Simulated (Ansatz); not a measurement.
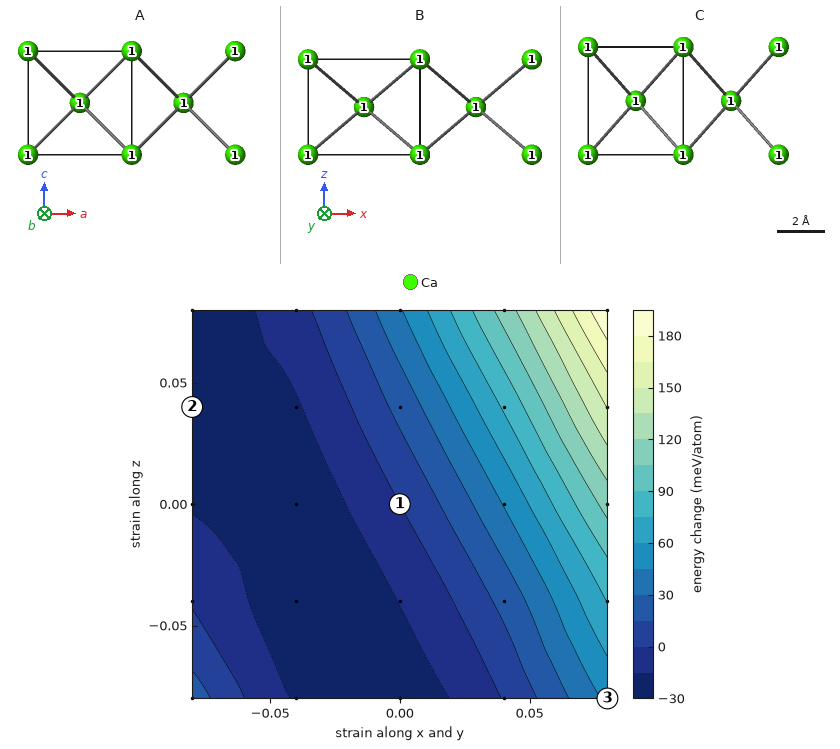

A scan of crystalline Ca (Im-3m): the cell is strained equally along x and y and separately along z, with the atoms kept at their fractional coordinates. x, y and z are the Cartesian axes of the input. The map is interpolated between the computed points (dots). The frames are shuffled; each belongs to one numbered point. A ball-and-stick model of the conventional cell (2 times the calculation's cell), repeated 2 × 2 × 1 with one cell outlined, seen along the b axis. Lengths and directions refer to the drawn axes.

Theory: DFT PBEsol, scalar-relativistic, plane waves, PAW in Ansatz 0.2.0. Set-up: plane-wave cutoff 420 eV; k-point mesh 16 × 16 × 16; occupations gaussian; smearing width 0.15 eV; no spin polarisation. Energies (free energies at the smearing named) are counted from the cell as listed in its source, which wasn't relaxed.

Q: Which frame belongs to which numbered point?

A: Point 1 is frame A, at (0.000, 0.000) and 0.0 meV/atom; 2 is frame C, at (−0.080, 0.040) and −25.4 meV/atom; 3 is frame B, at (0.080, −0.080) and 48.2 meV/atom. In pairs of (strain along x and y; strain along z): the lowest computed point lies at (−0.080, 0.080) (−28.1 meV/atom), the highest at (0.080, 0.080) (193.9 meV/atom). It lies on the edge of the grid, so the true minimum may be outside the range scanned. The pressure runs from −3.4 GPa at (0.080, 0.080) to 3.0 GPa at (−0.080, −0.080).
